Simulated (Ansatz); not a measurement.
# Run report: Si, geometry relaxation (part 1 of 2)

System: Si (Ia-3, 8 atoms in the cell).
Method: DFT r2SCAN, scalar-relativistic, plane waves, PAW, no spin polarisation (Ansatz 0.2.0).

The structure derives from an entry of the Crystallography Open Database. Figures and captions count atoms from 1; the log counts them from 0 in places.

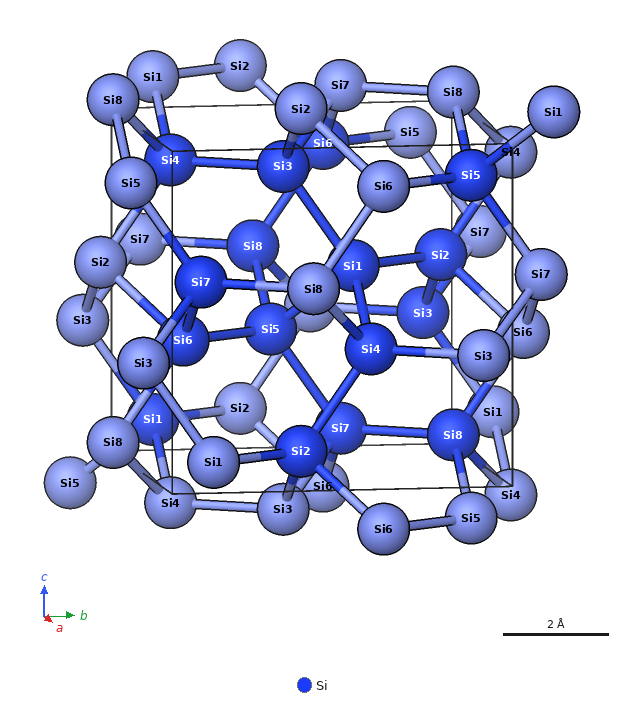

Figure 1. The structure as given in the input (ball-and-stick view of the cell 2 times as large as that of the calculation, set on its symmetry axes, seen slightly off an axis; neighbours outside the cell are drawn fainter; atoms are numbered from 1 in the order of the input). An atom can appear more than once, as a periodic image. Near neighbours in the periodic cell (some may lie outside the picture): Si has 4 Si at 2.36 to 2.38 Å.

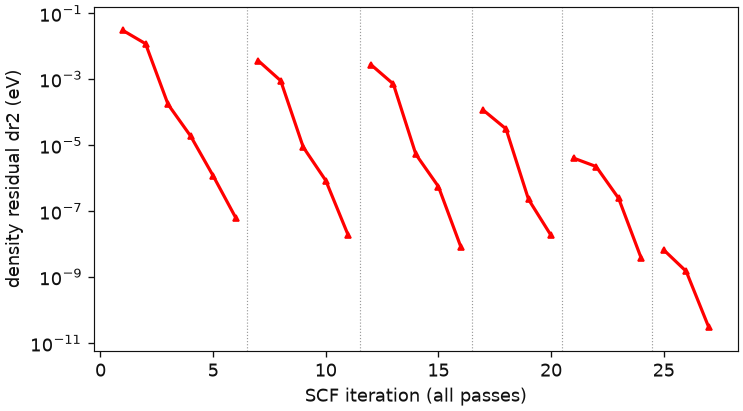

Figure 2. Convergence of the self-consistent field: density residual dr2 against the SCF iteration. The dotted lines part the SCF passes of the relaxation: geometry steps, rejected trials and re-solves on a re-selected basis. The 6 passes take 3 to 6 iterations each, 27 in all.

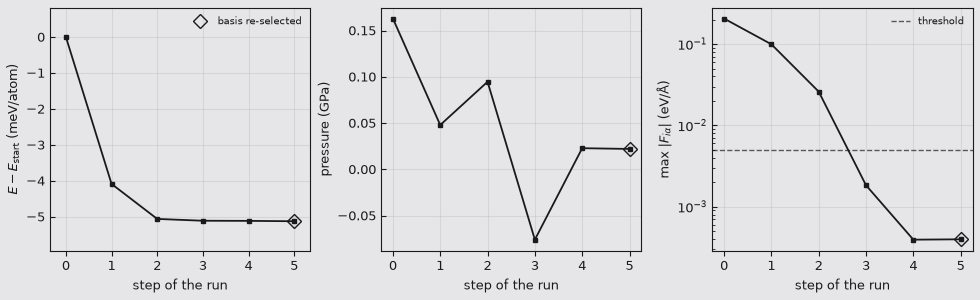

Figure 3. Progress of the relaxation, step by step (the first geometry is step 0 here and step 1 in the log).

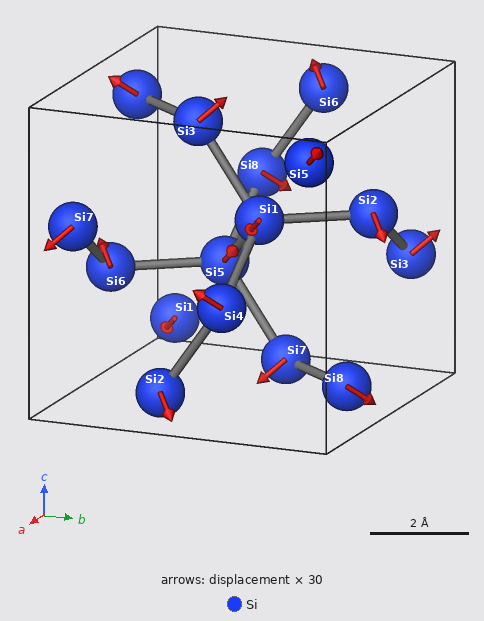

Figure 4. The starting structure with the displacements (without the part carried along by the change of the cell) as red arrows, magnified 30 times (ball-and-stick view of the cell 2 times as large as that of the calculation, set on its symmetry axes, seen slightly off an axis). The energy falls by 5.1 meV per atom in 4 geometry steps. Largest force component: 0.21 eV/Å at the start, 0.0004 eV/Å at the end. Pressure: 0.16 GPa at the start and 0.02 GPa at the end. The largest moves relative to the cell, 0.026 Å, are those of 8 atoms (Si1, Si2, Si3, Si4 and others). Cell: a = b = c 6.622 → 6.647 Å (+0.4 %). Volume +1.2 %. Among the contacts that change: Si1–Si5 2.363 → 2.319 Å, Si1–Si2 2.377 → 2.394 Å. The space group stays Ia-3 (No. 206). A last SCF at the same geometry on a re-selected plane-wave basis shifts the energy by next to nothing (0.0 meV per atom). (Atoms are counted from 1 in the order of the input.)

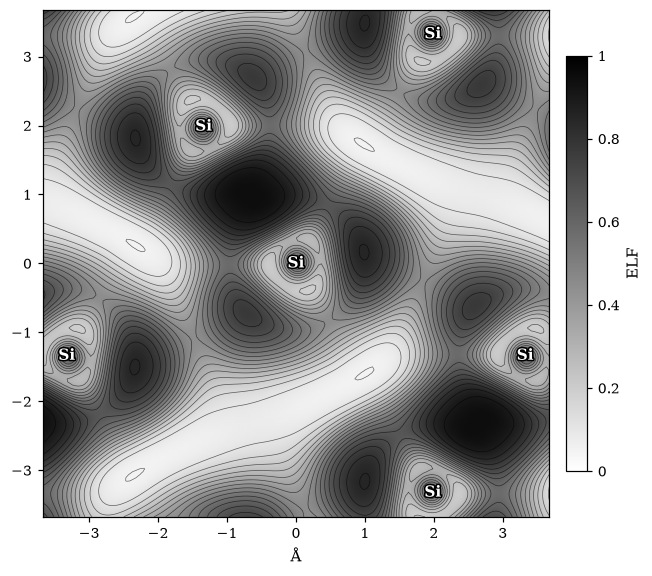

Figure 5. ELF on the (100) plane of the conventional cell. The section cuts through Si sites. The fields are those of the smooth PAW valence density.

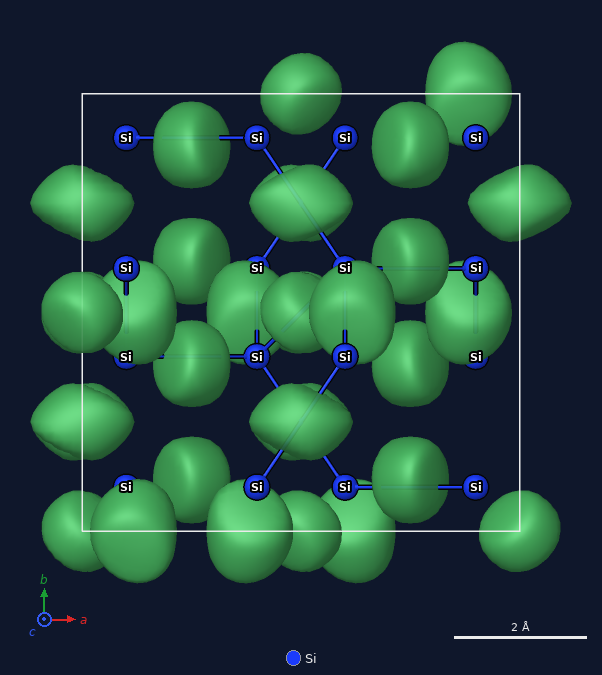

Figure 6. Isosurface of the ELF at 0.8 (green), seen along the c axis. Core shells and regions of very low density are left out. Sticks mark near contacts. The outline is the cell set on symmetry axes.

The input that produced these results follows, with the program's output.

Input file:
```yaml
crystal:
  lattice:
    - [-3.3109, 3.3109, 3.3109]
    - [3.3109, -3.3109, 3.3109]
    - [3.3109, 3.3109, -3.3109]
  atoms:
    - { symbol: Si, position: [0.206, 0.206, 0.206] }
    - { symbol: Si, position: [0.5, 0.0, 0.294] }
    - { symbol: Si, position: [0.294, 0.5, 0.0] }
    - { symbol: Si, position: [0.0, 0.294, 0.5] }
    - { symbol: Si, position: [0.794, 0.794, 0.794] }
    - { symbol: Si, position: [0.5, 0.0, 0.706] }
    - { symbol: Si, position: [0.706, 0.5, 0.0] }
    - { symbol: Si, position: [0.0, 0.706, 0.5] }
basis:
  ecutwfc: 500
kpoints:
  mp_grid: { grid: [8, 8, 8] }
hamiltonian:
  xc: r2scan
scf:
  occupations: { method: gaussian, width: 0.1 }
output:
  forces: true
  stress: true
  eigenvalues: true
  write_density: true
  write_potential: true
  elf: true
  volumetric_format: npy
relax:
  adjacent_minimum: "off"
  f_tol: 0.005
  max_steps: 80
  cell: { stress_tol: 0.05 }
```

Command:
```bash
ansatz run input.yaml --threads 4 --pin off --max-ram 10240MiB --backend cpu --events-out ev --progress --plain --runs-dir out
```

Output:
```
Engine: ansatz 0.2.0, x86_64-unknown-linux-gnu
Pseudopotentials: kind: paw
Pseudopotential: Si, paw, valence charge 4, recommended cutoff 500 eV (meta_gga), Si.paw.azcp
Functional definition: r2SCAN
  parameter k0 = 0.174
  parameter k1 = 0.065
  parameter a1 = 4.9479
  exchange = r2scan_x(k0 = k0, k1 = k1, a1 = a1)
  correlation = r2scan_c
Crystal: 8 atoms, lattice volume = 145.177 Å³
Basis set: ecut = 500 eV, 3589 PW (Γ), exchange–correlation on 180×180×180 points (64 copies of the dense FFT grid, shifted against one another)
Bands: 24, of which v1, the nominal top of the filled ones, is band 16 counted from 1 (15 counted from 0)
Symmetry: 24 space group operations
Space group: Ia-3 (ITA 206), of the structure as read, at distance tolerance 5.3e-5 Å
k-points: 35 of 512
Non-local potential: Si, projectors of the file, l = 0: 2, l = 1: 2, l = 2: 2
PAW form: soft (Blöchl's): semilocal exchange-correlation on the pseudo side does not see the compensation charge
PAW frozen core: Si, regenerated for the run's functional (the file was generated under x = pbe(κ = 0.804, μ = 0.2195149727645171), c = pbe(β = 0.06672455060314922))
PAW one-centre angular grid: Si, 302 points (default); XC on 160 Gauss nodes
Initial density: superposition of atomic densities (neutral atoms: chi_scale 0, normalization atom), corrected by the library's trained network
Initial wavefunctions: pseudopotential atomic-orbital guess
Functional: x = r2scan, c = r2scan; τ floored in thin density (d = 2e-4 eV/Å³)
SCF iter   1: F=—  HF=-5110.917103 eV  |F-HF|=—  |Δ(HF+E_count)|=         —  Δρ=4.80e-3  dr2=3.00e-2  dr2_τ=4.81e-2  ethr=1.77e-3  ⟨swp⟩=7.0  Hψ=4970  notcnv=0
preconditioner: auto → Resta (q_TF=auto, 2.120 Å⁻¹)  ε∞=5.4  [insulator: Δε(μ)=0.175 eV  Ē_g=8.296 eV  σ=0.100 eV  W_gap=0.58  n_scr=18 (ndim 8)  ℏωp=17.4 eV  f_vac=0.000  D(μ)=0.70/eV (n_scr^D=0)  ε∞_Penn≈5.4]
SCF iter   2: F=—  HF=-5111.002855 eV  |F-HF|=—  |Δ(HF+E_count)|=   8.58e-2  Δρ=3.13e-3  dr2=1.19e-2  dr2_τ=3.88e-5  ethr=9.39e-5  ⟨swp⟩=2.0  Hψ=1889  notcnv=0  defer=71
SCF iter   3: F=—  HF=-5111.002794 eV  |F-HF|=—  |Δ(HF+E_count)|=   6.03e-5  Δρ=3.80e-4  dr2=1.72e-4  dr2_τ=6.08e-6  ethr=3.72e-5  ⟨swp⟩=2.5  Hψ=1312  notcnv=0  defer=71
SCF iter   4: F=—  HF=-5111.002974 eV  |F-HF|=—  |Δ(HF+E_count)|=   1.80e-4  Δρ=1.24e-4  dr2=1.89e-5  dr2_τ=1.02e-7  ethr=5.37e-7  ⟨swp⟩=2.0  Hψ=1328  notcnv=0  defer=71
SCF iter   5: F=—  HF=-5111.003023 eV  |F-HF|=—  |Δ(HF+E_count)|=   4.83e-5  Δρ=3.20e-5  dr2=1.18e-6  dr2_τ=1.03e-8  ethr=5.91e-8  ⟨swp⟩=2.0  Hψ=1321  notcnv=0  defer=71
SCF iter   6: F=-5111.003024 eV  HF=-5111.003024 eV  |F-HF|=8.90e-8  |Δ(HF+E_count)|=   1.54e-6  Δρ=8.19e-6  dr2=6.35e-8  dr2_τ=9.95e-10  ethr=3.13e-10  ⟨swp⟩=14.1  Hψ=6670  notcnv=0
SCF 1 converged in 6 iterations: F = -5111.003024 eV  dr2 = 6.35e-8
  greatest PAW one-centre occupation: 0.648 electrons in one spin orbital (limit 2), on the Si atom at site 5 (counted from 0), in its partial waves of l = 0
relax step   1: F+E_penalty+E_count = -5111.00302435 eV  Δ(F+E_penalty+E_count) = +0.000e0 eV  max|allowed force component| = 2.062e-1 eV/Å  Δτ_max = 0.0000 Å  P = +0.163 GPa  Ω = 145.177 Å³  (6 SCF iters, dr2 threshold 1.00e-7 eV, accepted)
Crystal: 8 atoms, lattice volume = 146.152 Å³
Basis set: ecut = 500 eV, 3781 PW (Γ), exchange–correlation on 180×180×180 points (64 copies of the dense FFT grid, shifted against one another)
Initial density: handed on by an earlier stage of this run
Initial wavefunctions: those handed on with the density
iter 1 solved again at ethr=9.97e-6 eV; its pass at ethr=3.10e-3 eV (dr2=3.19e-3 eV) is discarded
SCF iter   1: F=—  HF=-5111.034977 eV  |F-HF|=—  |Δ(HF+E_count)|=         —  Δρ=1.46e-3  dr2=3.66e-3  dr2_τ=3.46e-4  ethr=9.97e-6  ⟨swp⟩=2.5  Hψ=5140  notcnv=0
preconditioner: auto → Resta (q_TF=auto, 2.118 Å⁻¹)  ε∞=5.4  [insulator: Δε(μ)=0.104 eV  Ē_g=8.272 eV  σ=0.100 eV  W_gap=0.52  n_scr=18 (ndim 8)  ℏωp=17.4 eV  f_vac=0.000  D(μ)=0.47/eV (n_scr^D=0)  ε∞_Penn≈5.4]
SCF iter   2: F=—  HF=-5111.035799 eV  |F-HF|=—  |Δ(HF+E_count)|=   8.22e-4  Δρ=7.93e-4  dr2=8.98e-4  dr2_τ=1.74e-6  ethr=9.97e-6  ⟨swp⟩=2.2  Hψ=1399  notcnv=0
preconditioner: auto → Kerker (q_TF=auto, 2.118 Å⁻¹)  [metal: Δε(μ)=0.089 eV  Ē_g=8.270 eV  σ=0.100 eV  W_gap=0.45  n_scr=18 (ndim 8)  ℏωp=17.4 eV  f_vac=0.000  D(μ)=0.51/eV (n_scr^D=0)]
SCF iter   3: F=—  HF=-5111.035696 eV  |F-HF|=—  |Δ(HF+E_count)|=   1.03e-4  Δρ=9.80e-5  dr2=8.70e-6  dr2_τ=1.43e-7  ethr=2.81e-6  ⟨swp⟩=2.9  Hψ=1402  notcnv=0
SCF iter   4: F=—  HF=-5111.035732 eV  |F-HF|=—  |Δ(HF+E_count)|=   3.58e-5  Δρ=2.76e-5  dr2=8.45e-7  dr2_τ=4.47e-9  ethr=2.50e-9  ⟨swp⟩=12.2  Hψ=7057  notcnv=0
SCF iter   5: F=-5111.035733 eV  HF=-5111.035733 eV  |F-HF|=5.60e-9  |Δ(HF+E_count)|=   8.30e-7  Δρ=2.97e-6  dr2=1.83e-8  dr2_τ=7.34e-11  ethr=2.50e-9  ⟨swp⟩=9.5  Hψ=5814  notcnv=0
SCF 2 converged in 5 iterations: F = -5111.035733 eV  dr2 = 1.83e-8
  greatest PAW one-centre occupation: 0.648 electrons in one spin orbital (limit 2), on the Si atom at site 6 (counted from 0), in its partial waves of l = 0
relax step   2: F+E_penalty+E_count = -5111.03573277 eV  Δ(F+E_penalty+E_count) = -3.271e-2 eV  max|allowed force component| = 9.948e-2 eV/Å  Δτ_max = 0.0150 Å  P = +0.048 GPa  Ω = 146.152 Å³  energy of the carried Pulay correction = -4.946e-5 eV  (5 SCF iters, dr2 threshold 8.00e-7 eV, accepted)
Crystal: 8 atoms, lattice volume = 146.910 Å³
iter 1 solved again at ethr=7.44e-6 eV; its pass at ethr=3.10e-3 eV (dr2=2.38e-3 eV) is discarded
SCF iter   1: F=—  HF=-5111.042867 eV  |F-HF|=—  |Δ(HF+E_count)|=         —  Δρ=1.31e-3  dr2=2.78e-3  dr2_τ=2.93e-4  ethr=7.44e-6  ⟨swp⟩=2.7  Hψ=5161  notcnv=0
preconditioner: auto → Resta (q_TF=auto, 2.116 Å⁻¹)  ε∞=5.4  [insulator: Δε(μ)=0.190 eV  Ē_g=8.265 eV  σ=0.100 eV  W_gap=0.67  n_scr=18 (ndim 8)  ℏωp=17.3 eV  f_vac=0.000  D(μ)=0.20/eV (n_scr^D=0)  ε∞_Penn≈5.4]
SCF iter   2: F=—  HF=-5111.043575 eV  |F-HF|=—  |Δ(HF+E_count)|=   7.08e-4  Δρ=7.24e-4  dr2=7.14e-4  dr2_τ=1.43e-6  ethr=7.44e-6  ⟨swp⟩=2.3  Hψ=1402  notcnv=0
SCF iter   3: F=—  HF=-5111.043493 eV  |F-HF|=—  |Δ(HF+E_count)|=   8.23e-5  Δρ=7.41e-5  dr2=5.25e-6  dr2_τ=1.06e-7  ethr=2.23e-6  ⟨swp⟩=2.9  Hψ=1408  notcnv=0
SCF iter   4: F=—  HF=-5111.043524 eV  |F-HF|=—  |Δ(HF+E_count)|=   3.13e-5  Δρ=2.18e-5  dr2=5.56e-7  dr2_τ=2.67e-9  ethr=1.93e-9  ⟨swp⟩=11.9  Hψ=6888  notcnv=0
SCF iter   5: F=-5111.043525 eV  HF=-5111.043525 eV  |F-HF|=3.81e-9  |Δ(HF+E_count)|=   5.18e-7  Δρ=2.06e-6  dr2=8.09e-9  dr2_τ=4.17e-11  ethr=1.74e-9  ⟨swp⟩=6.1  Hψ=5152  notcnv=0
SCF 3 converged in 5 iterations: F = -5111.043525 eV  dr2 = 8.09e-9
  greatest PAW one-centre occupation: 0.648 electrons in one spin orbital (limit 2), on the Si atom at site 7 (counted from 0), in its partial waves of l = 0
relax step   3: F+E_penalty+E_count = -5111.04352496 eV  Δ(F+E_penalty+E_count) = -7.792e-3 eV  max|allowed force component| = 2.603e-2 eV/Å  Δτ_max = 0.0139 Å  P = +0.095 GPa  Ω = 146.910 Å³  energy of the carried Pulay correction = -8.756e-5 eV  (5 SCF iters, dr2 threshold 6.19e-7 eV, accepted)
Crystal: 8 atoms, lattice volume = 147.005 Å³
iter 1 solved again at ethr=3.14e-7 eV; its pass at ethr=3.10e-3 eV (dr2=1.01e-4 eV) is discarded
```
